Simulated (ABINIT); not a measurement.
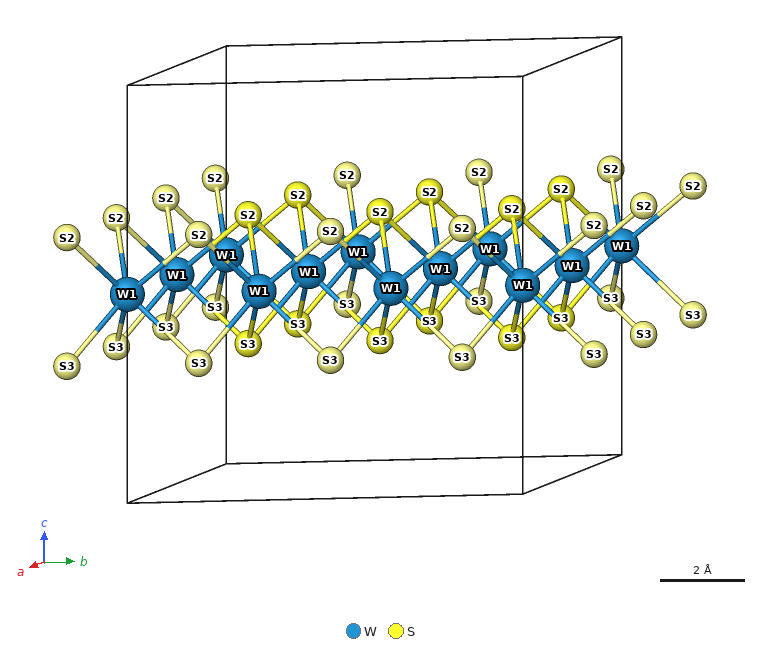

**Figure 1.** The input geometry (ball-and-stick view of the 2 × 3 repeat of the cell, with the vacuum cut short, seen slightly off an axis; neighbours outside the cell are drawn fainter; atoms are numbered from 1 in the order of the input). An atom can appear more than once, as a periodic image. Near neighbours in the periodic cell (some may lie outside the picture): W has 6 S at 2.41 Å; S has 3 W at 2.41 Å.

**Dielectric calculation, with input and output: WS$_{2}$ (part 1 of 3)**

System: WS$_{2}$ (P-6m2, 3 atoms in the cell).
Method: Kohn-Sham DFT of a periodic cell, LDA, PseudoDojo NC SR LDA v0.4.1 standard, no spin polarisation (ABINIT 10.8.3).

The structure derives from a Materials Project entry.

Output:
```
.Version 10.8.3 of ABINIT
 DATASET    1 : space group P-6 m 2 (#187); Bravais hP (primitive hexag.)
================================================================================
 Values of the parameters that define the memory need for DATASET  1.
     intxc =       0    ionmov =       0      iscf =       7    lmnmax =       8
     lnmax =       8     mgfft =     160  mpssoang =       4    mqgrid =    7898
     natom =       3  nloc_mem =       1    nspden =       1   nspinor =       1
    nsppol =       1      nsym =      12    n1xccc =    2501    ntypat =       2
    occopt =       1   xclevel =       1
       mpw =        7916          nfft =      144000          nkpt =           7
================================================================================
================================================================================

 DATASET    2 : space group P-6 m 2 (#187); Bravais hP (primitive hexag.)
================================================================================
 Values of the parameters that define the memory need for DATASET  2 (RF).
     intxc =       0      iscf =      -3    lmnmax =       8     lnmax =       8
     mgfft =     160  mpssoang =       4    mqgrid =    7898     natom =       3
  nloc_mem =       1    nspden =       1   nspinor =       1    nsppol =       1
      nsym =      12    n1xccc =    2501    ntypat =       2    occopt =       1
   xclevel =       1
      nfft =      144000          nkpt =          36
================================================================================
================================================================================

 DATASET    3 : space group P-6 m 2 (#187); Bravais hP (primitive hexag.)
================================================================================
 Values of the parameters that define the memory need for DATASET  3 (RF).
     intxc =       0      iscf =       7    lmnmax =       8     lnmax =       8
     mgfft =     160  mpssoang =       4    mqgrid =    7898     natom =       3
  nloc_mem =       1    nspden =       1   nspinor =       1    nsppol =       1
      nsym =      12    n1xccc =    2501    ntypat =       2    occopt =       1
   xclevel =       1
      nfft =      144000          nkpt =          36
================================================================================
================================================================================

--------------------------------------------------------------------------------
------------- Echo of variables that govern the present computation ------------
--------------------------------------------------------------------------------
 -outvars: echo values of preprocessed input variables --------
            acell      6.0159740287E+00  6.0159740285E+00  3.2031949888E+01 Bohr
              amu      1.83850000E+02  3.20660000E+01
           diemac      6.00000000E+00
             ecut      3.00000000E+01 Hartree
           getddk1          0
           getddk2          0
           getddk3          2
           getwfk1          0
           getwfk2          1
           getwfk3          1
             iscf1          7
             iscf2         -3
             iscf3          7
              ixc           7
           jdtset        1    2    3
           kptopt1          1
           kptopt2          2
           kptopt3          2
         kptrlatt        6    0    0      0    6    0      0    0    2
          kptrlen      3.60958442E+01
            natom           3
            nband1         13
            nband2         13
            nband3         13
           ndtset           3
            ngfft          30      30     160
             nkpt1          7
             nkpt2         36
             nkpt3         36
             nqpt1          0
             nqpt2          1
             nqpt3          1
            nstep          80
             nsym          12
           ntypat           2
        optdriver1          0
        optdriver2          1
        optdriver3          1
           prtden           0
        prtebands           0
           prteig           0
            prtwf1          1
            prtwf2          1
            prtwf3          0
           rfelfd1          0
           rfelfd2          2
           rfelfd3          3
            rprim      1.0000000000E+00  0.0000000000E+00  0.0000000000E+00
                      -5.0000000000E-01  8.6602540380E-01  0.0000000000E+00
                       0.0000000000E+00  0.0000000000E+00  1.0000000000E+00
           shiftk      0.00000000E+00  0.00000000E+00  5.00000000E-01
          spgroup         187
           tolvrs1     1.00000000E-15
           tolvrs2     0.00000000E+00
           tolvrs3     1.00000000E-08
           tolwfr1     0.00000000E+00
           tolwfr2     1.00000000E-18
           tolwfr3     0.00000000E+00
            typat      1  2  2
           xangst      0.0000000000E+00  0.0000000000E+00  0.0000000000E+00
                       3.3333392411E-11  1.8380040246E+00  1.5594618107E+00
                       3.3333392411E-11  1.8380040246E+00  1.5391116079E+01
            xcart      0.0000000000E+00  0.0000000000E+00  0.0000000000E+00
                       6.2990982505E-11  3.4733242248E+00  2.9469557260E+00
                       6.2990982505E-11  3.4733242248E+00  2.9084994162E+01
             xred      0.0000000000E+00  0.0000000000E+00  0.0000000000E+00
                       3.3333333333E-01  6.6666666667E-01  9.2000510000E-02
                       3.3333333333E-01  6.6666666667E-01  9.0799949000E-01
            znucl       74.00000   16.00000

================================================================================

 chkinp: Checking input parameters for consistency, jdtset=   1.

 chkinp: Checking input parameters for consistency, jdtset=   2.

 chkinp: Checking input parameters for consistency, jdtset=   3.

================================================================================
== DATASET  1 ==================================================================

--- !DatasetInfo
iteration_state: {dtset: 1, }
dimensions: {natom: 3, nkpt: 7, mband: 13, nsppol: 1, nspinor: 1, nspden: 1, mpw: 7916, }
cutoff_energies: {ecut:  30.0, pawecutdg:  -1.0, }
electrons: {nelect:   2.60000000E+01, charge:   0.00000000E+00, occopt:   1.00000000E+00, tsmear:   1.00000000E-02, }
meta: {optdriver: 0, ionmov: 0, optcell: 0, iscf: 7, paral_kgb: 0, }
...

 Exchange-correlation functional for the present dataset will be:
  LDA: Perdew-Wang 92 LSD fit to Ceperley-Alder data - ixc=7
  J.P.Perdew and Y.Wang, PRB 45, 13244 (1992)

 Real(R)+Recip(G) space primitive vectors, cartesian coordinates (Bohr,Bohr^-1):
 R(1)=  6.0159740  0.0000000  0.0000000  G(1)=  0.1662241  0.0959695  0.0000000
 R(2)= -3.0079870  5.2099863  0.0000000  G(2)=  0.0000000  0.1919391  0.0000000
 R(3)=  0.0000000  0.0000000 32.0319499  G(3)=  0.0000000  0.0000000  0.0312188
 Unit cell volume ucvol=  1.0039820E+03 bohr^3
 Angles (23,13,12)=  9.00000000E+01  9.00000000E+01  1.20000000E+02 degrees

 getcut: wavevector=  0.0000  0.0000  0.0000  ngfft=  30  30 160
         ecut(hartree)=     30.000   => boxcut(ratio)=   2.02400

--- Pseudopotential description ------------------------------------------------
- pspini: atom type   1  psp file is ./W.upf
  74.00000  14.00000  180309                  znucl, zion, pspdat
12 -1012 3 -1 1380                            pspcod,pspxc,lmax,lloc,mmax
     nproj     2     2     2     2

- pspini: atom type   2  psp file is ./S.upf
  16.00000   6.00000  180309                  znucl, zion, pspdat
12 -1012 2 -1 1132                            pspcod,pspxc,lmax,lloc,mmax
     nproj     2     2     2     0

   7.42794390E+02                                ecore*ucvol(ha*bohr**3)
--------------------------------------------------------------------------------

================================================================================

--- !BeginCycle
iteration_state: {dtset: 1, }
solver: {iscf: 7, nstep: 80, nline: 4, wfoptalg: 0, }
tolerances: {tolvrs: 1.00E-15, }
...

     iter   Etot(hartree)      deltaE(h)  residm     vres2
 ETOT  1  -97.948349370716    -9.795E+01 5.526E-02 3.517E+02
 ETOT  2  -97.551796190974     3.966E-01 1.182E-03 8.035E+03
 ETOT  3  -98.090346305202    -5.386E-01 1.724E-03 7.095E+02
 ETOT  4  -98.136399872112    -4.605E-02 2.918E-04 4.642E+01
 ETOT  5  -98.137443889048    -1.044E-03 3.822E-05 2.171E+00
 ETOT  6  -98.137646137244    -2.022E-04 3.179E-06 1.558E+00
 ETOT  7  -98.137644443251     1.694E-06 1.210E-06 2.829E-01
 ETOT  8  -98.137659571862    -1.513E-05 1.823E-07 1.261E-01
 ETOT  9  -98.137666435025    -6.863E-06 2.435E-07 3.930E-03
 ETOT 10  -98.137666516300    -8.128E-08 1.769E-09 6.527E-04
 ETOT 11  -98.137666514634     1.666E-09 9.071E-10 1.075E-04
 ETOT 12  -98.137666520055    -5.421E-09 8.325E-11 9.763E-06
 ETOT 13  -98.137666520500    -4.442E-10 8.203E-12 5.248E-07
 ETOT 14  -98.137666520479     2.017E-11 1.225E-12 3.863E-08
 ETOT 15  -98.137666520477     1.933E-12 4.865E-13 2.394E-09
 ETOT 16  -98.137666520476     1.592E-12 7.652E-14 4.275E-10
 ETOT 17  -98.137666520490    -1.417E-11 3.630E-14 6.774E-11
 ETOT 18  -98.137666520480     9.763E-12 5.917E-15 9.163E-13
 ETOT 19  -98.137666520486    -5.997E-12 2.788E-15 1.181E-13
 ETOT 20  -98.137666520494    -7.873E-12 4.494E-16 3.253E-14
 ETOT 21  -98.137666520511    -1.683E-11 2.117E-16 1.189E-15
 ETOT 22  -98.137666520503     8.342E-12 3.342E-17 1.543E-16

 At SCF step   22       vres2   =  1.54E-16 < tolvrs=  1.00E-15 =>converged.

 Cartesian components of stress tensor (hartree/bohr^3)
  sigma(1 1)=  8.75840846E-05  sigma(3 2)=  0.00000000E+00
  sigma(2 2)=  8.75840846E-05  sigma(3 1)=  0.00000000E+00
  sigma(3 3)=  5.06268090E-05  sigma(2 1)= -1.49528367E-14

--- !ResultsGS
iteration_state: {dtset: 1, }
comment   : Summary of ground state results
lattice_vectors:
- [  6.0159740,   0.0000000,   0.0000000, ]
- [ -3.0079870,   5.2099863,   0.0000000, ]
- [  0.0000000,   0.0000000,  32.0319499, ]
lattice_lengths: [   6.01597,    6.01597,   32.03195, ]
lattice_angles: [ 90.000,  90.000, 120.000, ] # degrees, (23, 13, 12)
lattice_volume:   1.0039820E+03
convergence: {deltae:  8.342E-12, res2:  1.543E-16, residm:  3.342E-17, diffor: null, }
etotal    :  -9.81376665E+01
entropy   :   0.00000000E+00
fermie    :  -2.74118455E-02
cartesian_stress_tensor: # hartree/bohr^3
- [  8.75840846E-05,  -1.49528367E-14,   0.00000000E+00, ]
- [ -1.49528367E-14,   8.75840846E-05,   0.00000000E+00, ]
- [  0.00000000E+00,   0.00000000E+00,   5.06268090E-05, ]
pressure_GPa:  -2.2144E+00
xred      :
- [  0.0000E+00,   0.0000E+00,   0.0000E+00,  W]
- [  3.3333E-01,   6.6667E-01,   9.2001E-02,  S]
- [  3.3333E-01,   6.6667E-01,   9.0800E-01,  S]
cartesian_forces: # hartree/bohr
- [  1.04435937E-28,  -3.35935506E-28,  -0.00000000E+00, ]
- [ -7.45970979E-30,  -6.46029819E-29,  -8.29731354E-03, ]
- [ -9.69762273E-29,   4.00538488E-28,   8.29731354E-03, ]
force_length_stats: {min:   3.51794726E-28, max:   8.29731354E-03, mean:   5.53154236E-03, }
...

 Integrated electronic density in atomic spheres:
 ------------------------------------------------
 Atom  Sphere_radius  Integrated_density
    1        2.00000         10.13897019
    2        2.00000          3.95841335
    3        2.00000          3.95841335
================================================================================

 ----iterations are completed or convergence reached----

 Mean square residual over all n,k,spin=   36.785E-20; max=  33.420E-18
 reduced coordinates (array xred) for    3 atoms
       0.000000000000      0.000000000000      0.000000000000
       0.333333333333      0.666666666667      0.092000510000
       0.333333333333      0.666666666667      0.907999490000
 rms dE/dt=  1.2529E-01; max dE/dt=  2.6578E-01; dE/dt below (all hartree)
    1      -0.000000000000      0.000000000000      0.000000000000
    2      -0.000000000000     -0.000000000000      0.265779131535
    3       0.000000000000     -0.000000000000     -0.265779131535

 cartesian coordinates (angstrom) at end:
    1      0.00000000000000     0.00000000000000     0.00000000000000
    2      0.00000000003333     1.83800402461959     1.55946181067472
    3      0.00000000003333     1.83800402461959    15.39111607932528

 cartesian forces (hartree/bohr) at end:
    1      0.00000000000000    -0.00000000000000    -0.00000000000000
    2     -0.00000000000000    -0.00000000000000    -0.00829731354051
    3     -0.00000000000000     0.00000000000000     0.00829731354051
 frms,max,avg= 3.9113911E-03 8.2973135E-03   0.000E+00  0.000E+00  0.000E+00 h/b
```
